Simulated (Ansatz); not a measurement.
## Electronic structure of Pt$_{3}$Se$_{2}$ in real space

```xyz
5
Lattice="4.9155 0.0000 0.0000 0.0000 4.9155 0.0000 0.0000 0.0000 4.7252" Properties=species:S:1:pos:R:3 pbc="T T T"
Pt    0.0000    0.0000    2.3626
Pt    0.0000    2.4578    0.0000
Pt    2.4578    0.0000    0.0000
Se    0.0000    2.4578    2.3626
Se    2.4578    0.0000    2.3626
```

Space group P4/mmm; a structure generated by program, which may or may not match a known phase.

All numbers below come from Ansatz 0.2.0, DFT PBE, scalar-relativistic, plane waves, PAW.

Core electrons are frozen (PAW), and the valence fields are smoothed inside the atomic spheres.

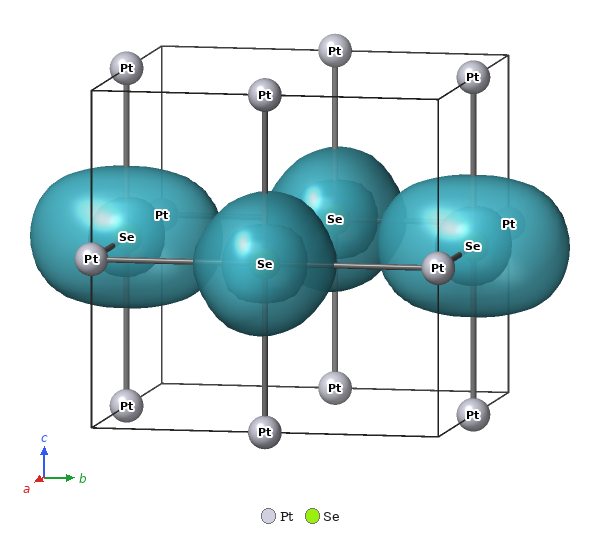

Figure 1. Isosurface of the ELF at 0.65 (cyan), seen slightly off an axis. Only the valence region is drawn (cores and ρ < 0.01 e/Å³ removed). Sticks mark near contacts.

What do the ELF domains correspond to?

The ELF exceeds this value in two regions wrapped around Se (the valence shell of each), counted in one cell of 5 atoms. Any copies at cell faces, edges or corners count once. Profiles from the grid: Pt–Se (2.36 Å): the ELF is about 0.40 at the midpoint. Pt–Se (2.46 Å): the ELF is about 0.40 at the midpoint.

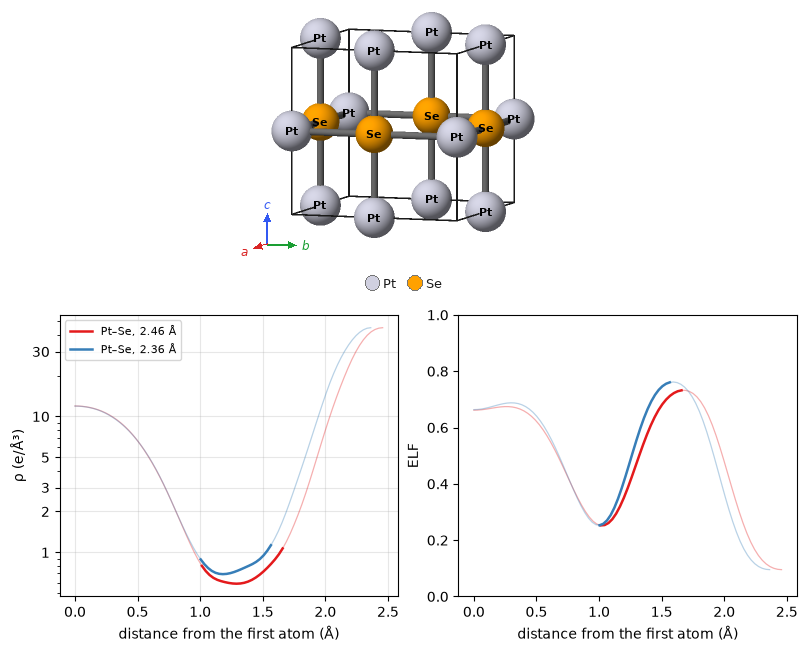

Figure 2. Valence charge density (pseudo) and ELF along straight lines between neighbouring atoms. Thin, pale parts lie inside the atomic spheres. The structure is drawn too.

What can be read from the curves?

Pt–Se (2.46 Å): ρ at the midpoint is about 0.6 e/Å³; the ELF is about 0.40 at the midpoint.
Pt–Se (2.36 Å): ρ is about 0.69 e/Å³ halfway; the ELF is about 0.40 at the midpoint.

Metal or insulator at this level of theory?

It is metallic or semimetallic at this level of theory: no gap opens; semilocal functionals without U, or without the true magnetic order, often close the gap of such compounds.
